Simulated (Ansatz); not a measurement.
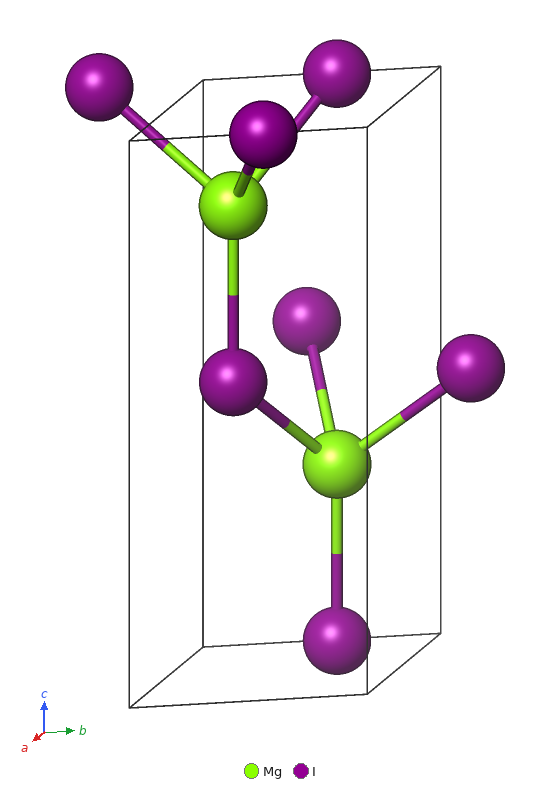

The image is a ball-and-stick drawing of a crystal, viewed slightly off an axis. Lines trace the edges of the conventional unit cell. A few atoms beyond the faces are included. Cell: a = 4.13 Å, b = 4.13 Å, c = 9.97 Å, α = 90.00°, β = 90.00°, γ = 120.00°.

Origin of the cell: a structure type filled with these elements by a generator (whether the compound takes this form wasn't checked). Earlier steps of the study may have refined or changed the cell and positions. It went into a calculation with Ansatz.

Question: What is this?

Answer: The compound is MgI. The atoms follow space group P6_3mc (No. 186); the Bravais lattice is primitive hexagonal. Counting shared atoms by their share gives 2 Mg, 2 I, or 4 atoms. Each Mg atom is coordinated by four I at about 3.0 to 3.1 Å. Each I atom has four Mg at about 3.0 to 3.1 Å around it. The bonds build a three-dimensional framework.

Theory: Ansatz 0.2.0, DFT PBE, scalar-relativistic, plane waves, PAW. Numerical settings: E_cut = 420 eV, the zone sampled with 12×12×6 points, Gaussian smearing of 0.1 eV, no spin polarisation.

Question: Is the electronic structure metallic or gapped?

Answer: A metal: bands cross the Fermi level.

Question: List the Bader charges.

Answer: Mg +1.09 e; I -1.09 e.

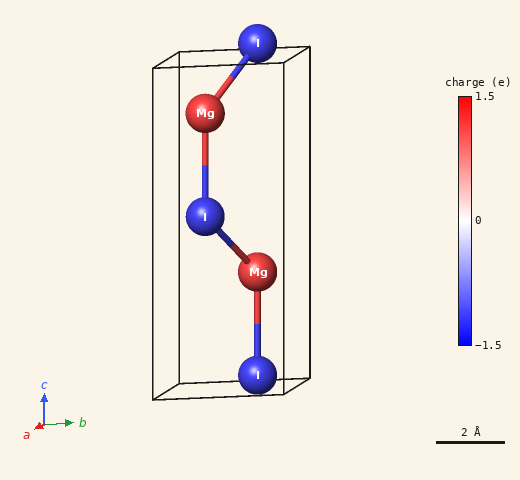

The atoms coloured by those charges. The run's cell of 4 atoms is drawn, so axes and origin can differ from the first picture.

Question: Can this geometry be taken as optimised?

Answer: Yes. All forces vanish to within 0.01 eV/Å. The pressure is 0.0 GPa, close to zero.
